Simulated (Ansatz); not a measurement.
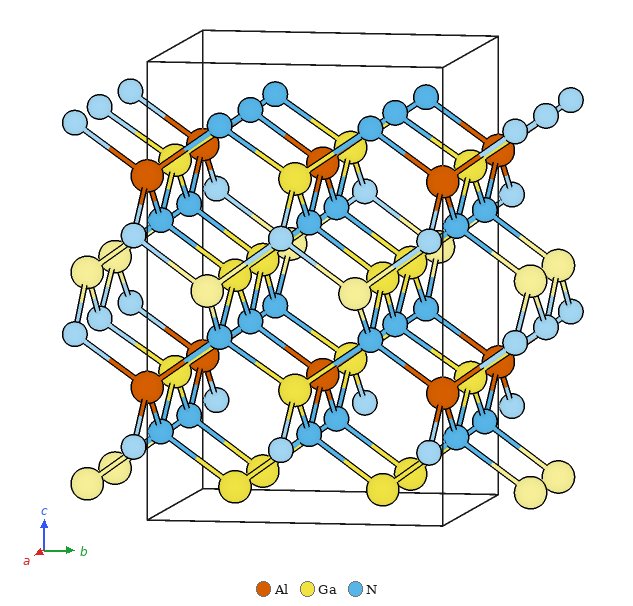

The crystal in a ball-and-stick representation, seen slightly off an axis. Thin lines show the conventional unit cell, with boundary atoms drawn in all their periodic places. Atoms of adjacent cells appear where they bond to atoms in the box, in fainter colours.

In words:

It has the composition AlGa3N4. The symmetry is that of Cmm2 (No. 35), on a base-centred orthorhombic lattice. Content of the cell: 4 Al, 12 Ga, 16 N (Z = 4). Taking the drawn bonds, one finds coordination numbers of Al 4, Ga 2 to 4 (mean 3.3) and N 2 to 4 (mean 3.5).

The cell started as a structure listed in the Materials Project. The cell was then strained or its atoms displaced on purpose. A calculation with Ansatz used it as input.

At this level of theory the run's own cell isn't at rest (stretched, at -6 GPa and forces up to 4.1 eV/Å), so its distances can differ from those at equilibrium, the more so the softer the solid.
